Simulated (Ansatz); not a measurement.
# CaF3: 7 runs along one coordinate

System: CaF3 (4 atoms in the cell).
Method: Kohn-Sham DFT of a periodic cell, PBEsol, all-electron LAPW, scalar-relativistic, no spin polarisation (Ansatz 0.2.0).

The 7 runs differ only in the geometry, by an even scaling of the cell at fixed fractional positions. The structure derives from a Materials Project entry.

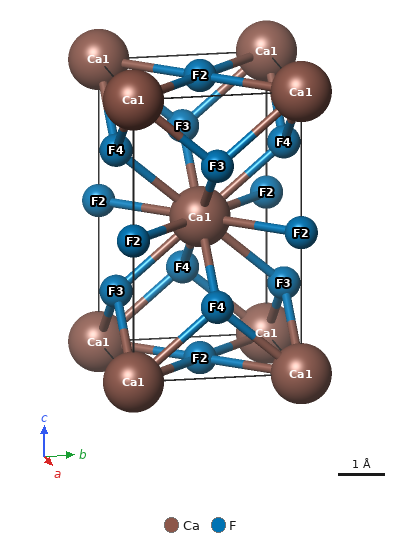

Figure 1. The structure of run 4 (ball-and-stick view of the cell 2 times as large as that of the calculation, set on its symmetry axes, seen slightly off an axis; atoms are numbered from 1 in the order of the input).

## Input of run 4
```yaml
crystal:
  lattice:
    - [-1.899407, 1.899407, 3.222683]
    - [1.899407, -1.899407, 3.222683]
    - [1.899407, 1.899407, -3.222683]
  atoms:
    - { symbol: Ca, position: [0.0, 0.0, 0.0] }
    - { symbol: F, position: [0.5, 0.5, 0.0] }
    - { symbol: F, position: [0.25, 0.75, 0.5] }
    - { symbol: F, position: [0.75, 0.25, 0.5] }
kpoints:
  mp_grid: { grid: [10, 10, 10] }
scf:
  occupations: { method: fermi_dirac, width: 0.05 }
hamiltonian:
  xc: pbesol
  pseudopotentials: { kind: all_electron, lapw: { basis_error: 0.001 } }
output:
  forces: true
  stress: true
  eigenvalues: true
```

Command:
```bash
ansatz run input.yaml --threads 2 --pin off --max-ram 8192MiB --backend cpu --events-out ev --progress --plain --runs-dir out
```

Lattice vectors (Å) and fractional positions of run 4:
```
  -1.899407    1.899407    3.222683
   1.899407   -1.899407    3.222683
   1.899407    1.899407   -3.222683
Ca  0.000000  0.000000  0.000000
F   0.500000  0.500000  0.000000
F   0.250000  0.750000  0.500000
F   0.750000  0.250000  0.500000
```

Run 5 differs from it as follows:
```diff
-    - [-1.899407, 1.899407, 3.222683]
-    - [1.899407, -1.899407, 3.222683]
-    - [1.899407, 1.899407, -3.222683]
+    - [-1.9119862209, 1.9119862209, 3.2440258935]
+    - [1.9119862209, -1.9119862209, 3.2440258935]
+    - [1.9119862209, 1.9119862209, -3.2440258935]
```

## Results, with one run withheld

```csv
run,volume per atom (Å³),"free energy per atom, from the lowest run given (meV)",pressure (GPa)
1,10.929,0.58,1.33
2,11.162,0.00,−0.50
3,11.394,1.93,−2.12
4,11.627,6.08,−3.57
5,11.859,?,?
6,12.092,20.08,−5.98
7,12.324,29.50,−6.98
```

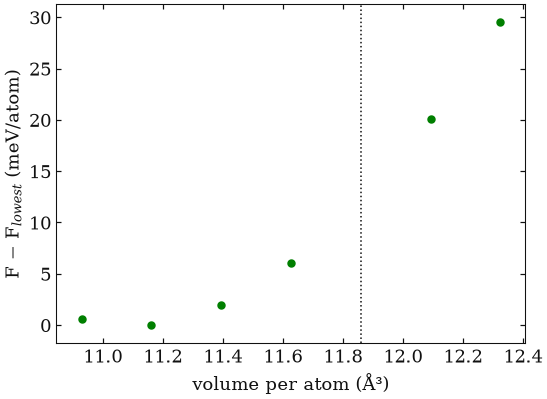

Figure 2. Free energy per atom of the runs given; the dotted line marks run 5.

Fit the runs given and predict run 5.

A cubic polynomial in V^(−2/3) (the Birch–Murnaghan form), fitted to the 6 runs given, misses them by under 0.01 meV per atom. With x = V^(−2/3) − 0.19548 Å⁻², it reads F = 4.8788 − 1789.6 x + 1.5943e+05 x² + 2.4959e+05 x³ (meV per atom). At run 5 it gives 12.19 meV per atom, and the run itself gives 12.21. The slope of the fit gives a pressure −dF/dV of −4.85 GPa there, and the run prints −4.85 GPa. The fit has its minimum at 11.095 Å³ per atom, where V d²F/dV² gives 84.8 GPa. Cell shape and fractional positions are held, so this is the stiffness under even scaling; the relaxed bulk modulus wasn't computed.

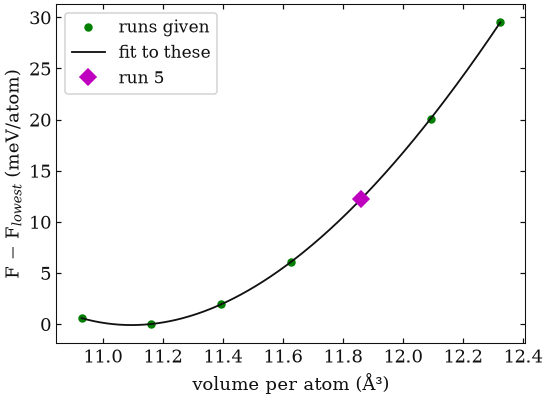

Figure 3. The fit and the withheld run.

## Output, shortened to warnings, some set-up lines, iterations and results (run 5)
```
Basis set: ecut = 237.98040923907422 eV, 405 PW (Γ), FFT grids on a1+a3, a2+a3, a3, exchange–correlation at level 2
Symmetry: 16 space group operations
k-points: 102 of 1000
Initial density: superposition of atomic densities (chi_scale 0.1, normalization cell, long waves kept (reshape's long-wave potential 0.00 eV rms))
[...]
SCF iter   1: F=—  HF=-26626.897483 eV  |F-HF|=—  |Δ(HF+E_count)|=         —  Δρ=3.27e-2  dr2=6.07e-1  ethr=1.56e-3  ⟨swp⟩=2.1  Hψ=15620  notcnv=0
SCF iter   2: F=—  HF=-26627.169712 eV  |F-HF|=—  |Δ(HF+E_count)|=   2.72e-1  Δρ=3.47e-2  dr2=9.58e-1  ethr=1.56e-3  ⟨swp⟩=3.0  Hψ=8765  notcnv=0
SCF iter   3: F=—  HF=-26626.238690 eV  |F-HF|=—  |Δ(HF+E_count)|=   9.31e-1  Δρ=1.30e-2  dr2=1.13e-1  ethr=1.56e-3  ⟨swp⟩=2.0  Hψ=7548  notcnv=0
SCF iter   4: F=—  HF=-26626.224508 eV  |F-HF|=—  |Δ(HF+E_count)|=         —  Δρ=9.05e-3  dr2=5.45e-2  ethr=2.89e-4  ⟨swp⟩=2.0  Hψ=7611  notcnv=0
SCF iter   5: F=—  HF=-26626.231340 eV  |F-HF|=—  |Δ(HF+E_count)|=   6.83e-3  Δρ=4.53e-3  dr2=1.43e-2  ethr=1.40e-4  ⟨swp⟩=2.1  Hψ=7782  notcnv=0
SCF iter   6: F=—  HF=-26626.229548 eV  |F-HF|=—  |Δ(HF+E_count)|=   1.79e-3  Δρ=2.42e-3  dr2=5.45e-3  ethr=3.67e-5  ⟨swp⟩=2.0  Hψ=7548  notcnv=0
SCF iter   7: F=—  HF=-26626.229805 eV  |F-HF|=—  |Δ(HF+E_count)|=   2.56e-4  Δρ=1.05e-3  dr2=1.04e-3  ethr=1.40e-5  ⟨swp⟩=2.0  Hψ=7713  notcnv=0
SCF iter   8: F=—  HF=-26626.229591 eV  |F-HF|=—  |Δ(HF+E_count)|=   2.14e-4  Δρ=8.29e-4  dr2=5.03e-4  ethr=2.66e-6  ⟨swp⟩=2.0  Hψ=7569  notcnv=0
SCF iter   9: F=—  HF=-26626.229346 eV  |F-HF|=—  |Δ(HF+E_count)|=   2.45e-4  Δρ=1.42e-4  dr2=1.55e-5  ethr=3.97e-8  ⟨swp⟩=2.0  Hψ=12546  notcnv=0
SCF iter  10: F=—  HF=-26626.229421 eV  |F-HF|=—  |Δ(HF+E_count)|=   7.47e-5  Δρ=7.40e-5  dr2=3.52e-6  ethr=3.96e-8  ⟨swp⟩=2.1  Hψ=7556  notcnv=0
SCF iter  11: F=—  HF=-26626.229420 eV  |F-HF|=—  |Δ(HF+E_count)|=   6.96e-7  Δρ=6.33e-5  dr2=3.32e-6  ethr=9.02e-9  ⟨swp⟩=2.4  Hψ=7586  notcnv=0
SCF iter  12: F=-26626.229419 eV  HF=-26626.229419 eV  |F-HF|=3.42e-8  |Δ(HF+E_count)|=   9.68e-7  Δρ=1.05e-5  dr2=5.47e-8  ethr=8.51e-9  ⟨swp⟩=2.0  Hψ=7548  notcnv=0
SCF 1 converged in 12 iterations: F = -26626.229419 eV  dr2 = 5.47e-8
SCF converged after 12 iterations
Free energy (F): -26626.229419 eV
Harris-Foulkes:  -26626.229419 eV  (|F-HF|=3.42e-8)
Internal energy: -26626.142880 eV  (E = F + TS)
E sigma→0 (E₀):  -26626.186149 eV
Entropy (-TS):   -0.086539 eV (-21.635 meV/atom)
Fermi energy:    3.664966 eV
--- Per-component energies (eV) ---
  E_band       = -2927.289092
  E_kinetic    = 26752.997437
  E_xc         = -1782.592184
  E_electrostatic = -51596.548132  (all electrons and nuclei)
  E_smearing   = -0.086539  (= −TS)
  E_closure    = 0.000000  (closes the sum)
  E_atoms      = -26607.593437  (free atoms, spherical and without spin; not in F)
  Σ components = -26626.229419   (vs F -26626.229419, Δ=0.00e0)
  Basis errors (estimates in eV, not in F): energy 2.7e-4 per atom: plane waves 2.1e-4 (1.5e-4 summed), levels above the bands 1.7e-84, relativity 5.1e-9, radial functions 5.8e-5, core shells 1.2e-9; eigenvalues (radial functions only) 3.5e-6; not estimated: angular momenta, meshes, grids; target …
--- Forces (eV/Å), atoms counted from 1 ---
  atom   1  Ca     0.00000000     0.00000000     0.00000000
  atom   2  F     -0.00000000     0.00000000     0.00000000
  atom   3  F      0.00000000     0.00000000     0.00000000
  atom   4  F      0.00000000     0.00000000     0.00000000
  max |Σ_I F_I| component: 2.08e-17 eV/Å
--- Stress (GPa, compression-positive) ---
       -4.422208       0.000000      -0.000000
        0.000000      -4.422208       0.000000
       -0.000000       0.000000      -5.693637
  P = ⅓ Tr σ = -4.8460 GPa (-48.460 kbar)
```

Notes: The cell holds an odd number of electrons but the run has no spin polarisation, so it comes out as a metal.
